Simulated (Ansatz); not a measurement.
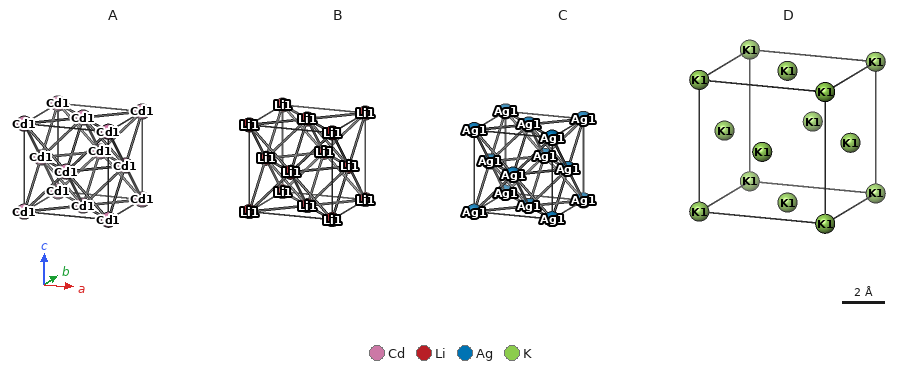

One structure type (space group Fm-3m for the parent) with different elements on its sites, each relaxed in cell and atoms to zero pressure (within 0.1 GPa). The picture is a ball-and-stick view of the conventional cell (4 times the calculation's cell), seen slightly off an axis. Lengths and directions refer to the drawn axes.

All numbers below come from DFT PBEsol, scalar-relativistic, plane waves, PAW (Ansatz 0.2.0). Settings: plane-wave cutoff 420 eV; occupations gaussian; smearing width 0.1 eV; no spin polarisation. The k-mesh is chosen for each cell (16×16×16, 18×18×18, 12×12×12).

Q: Give the formulas, and rank the crystals by volume per atom, smallest first.

A: C = Ag (16.7 Å³), B = Li (20.1 Å³), A = Cd (21.0 Å³), D = K (70.3 Å³).

Q: Which have a band gap?

A: Cd: metallic; Li: metallic; Ag: metallic; K: metallic.
